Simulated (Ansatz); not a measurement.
Given this structure, the geometry relaxed with DFT, LDA (PW92), plane waves (420 eV) with PAW, scalar-relativistic (Ansatz); the starting structure was generated, so it need not be a known form of this composition, written in its standard cell:

```
Co
1.0
     4.29096    0.00000    0.00000
     0.00000    4.29096    0.00000
     0.00000    0.00000    4.29096
Co
8
Cartesian
  0.0000 0.0000 0.0000
  2.1455 2.1455 2.1455
  1.0727 0.0000 2.1455
  3.2182 0.0000 2.1455
  2.1455 1.0727 0.0000
  2.1455 3.2182 0.0000
  0.0000 2.1455 1.0727
  0.0000 2.1455 3.2182
```

> Predict the [210] zone-axis pattern (300 kV, kinematic, B = 0.3 Å²).

The spots form a rectangular net whose two shortest vectors correspond to d = 4.29 Å and 1.92 Å, 90.0° apart. They are 0 0 1 (itself extinct) and 1 -2 0. The pattern has symmetry 2mm. A glide plane extinguishes reflections such as 1 -2 -2, 1 -2 2; a screw axis and a glide plane both extinguish reflections such as 0 0 1, 0 0 3, 0 0 5; reflections such as 1 -2 -6 are allowed by the space group but vanish because the atoms sit on special positions; reflections such as 2 -4 -2, 2 -4 2 are allowed but too weak to see at this display level.

Strongest reflections with d > 0.80 Å, one of each family (|F|² from tabulated Gaussian fits of the electron scattering factors, times a small damping for the curvature of the Ewald sphere):

```
   hkl  d (Å)  I (strongest = 100)
 0 0 2  2.145                  100
 0 0 4  1.073                   89
1 -2 0  1.919                   81
1 -2 1  1.752                   68
1 -2 3  1.147                   27
2 -4 0  0.959                   16
```

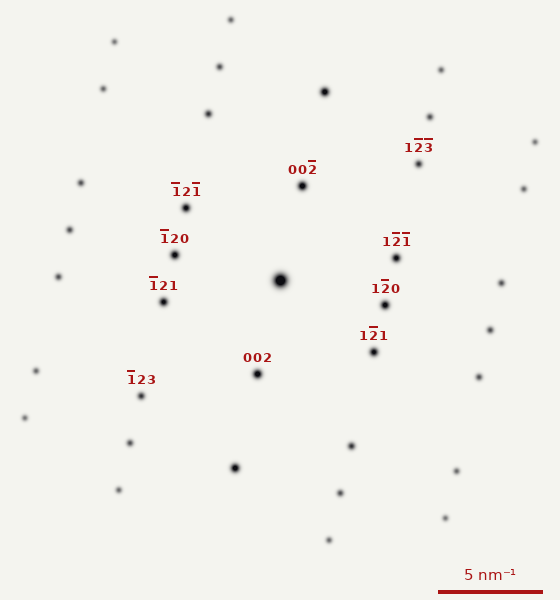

Calculated pattern, seen from the source side with [210] pointing towards the source.
